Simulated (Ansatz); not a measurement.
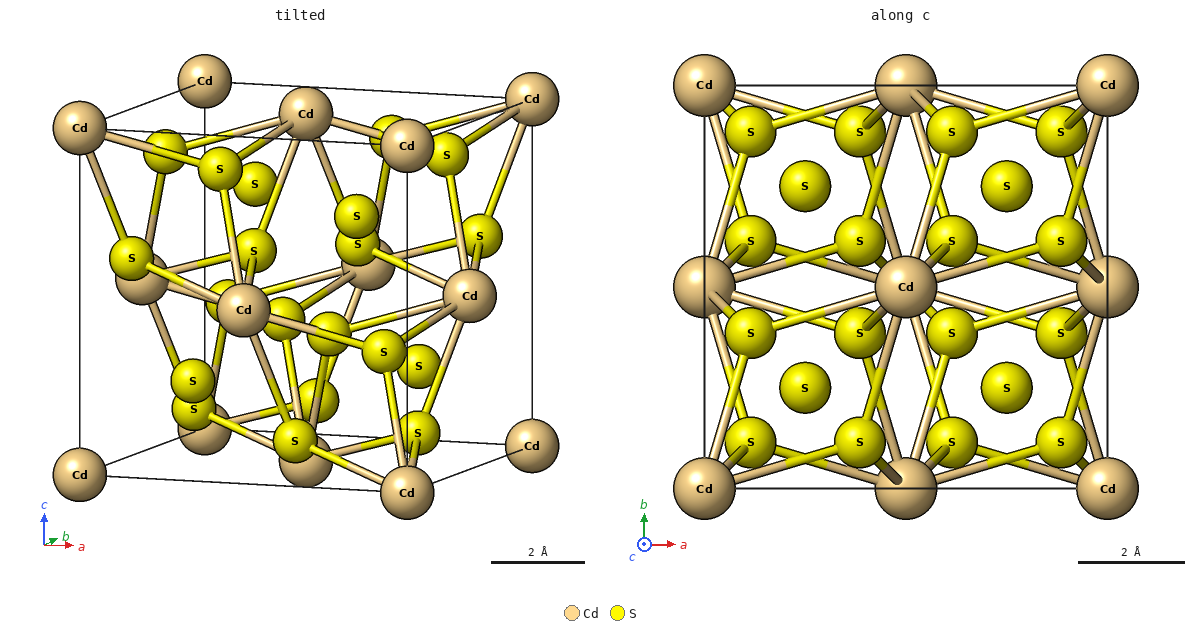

We look at a ball-and-stick model of the crystal slightly off an axis and along the c axis. The wireframe shows the conventional unit cell. Cell: a = 7.62 Å, b = 7.62 Å, c = 7.62 Å, α = 90.00°, β = 90.00°, γ = 90.00°.

Starting structure: a structure type filled with these elements by a generator (whether the compound takes this form wasn't checked). Earlier steps of the study may have refined or changed the cell and positions. It went into a calculation with Ansatz.

Summary of the structure:

The stoichiometry is CdS$_{5}$. The space group is F-43m (No. 216); the lattice is face-centred cubic. Atoms per cell: 24 (4 Cd, 20 S). The coordination, counted out to bonding distance, is Cd 12 and S 0 to 3 (mean 2.4).

All computed values are from Ansatz, DFT PBE, scalar-relativistic, plane waves, PAW. Settings: plane-wave cutoff 420 eV, k-points about 0.18 Å⁻¹ apart, Gaussian smearing of 0.1 eV, no spin polarisation.

Does it come out as a metal, or with a gap?

A metal: bands cross the Fermi level.

What net charge does each kind of atom have (Bader)?

Cd +0.83 e; S -0.45 to -0.10 e.

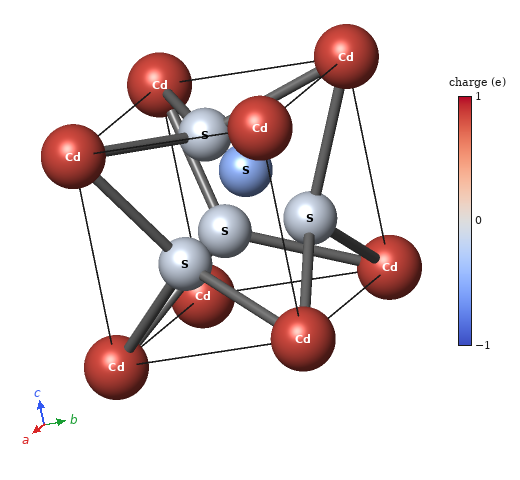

The atoms coloured by those charges. The run's cell of 6 atoms is drawn, so axes and origin can differ from the first picture.

Does the calculation find this structure at rest?

Yes. All forces vanish to within 0.01 eV/Å. The pressure is 0.0 GPa, close to zero.
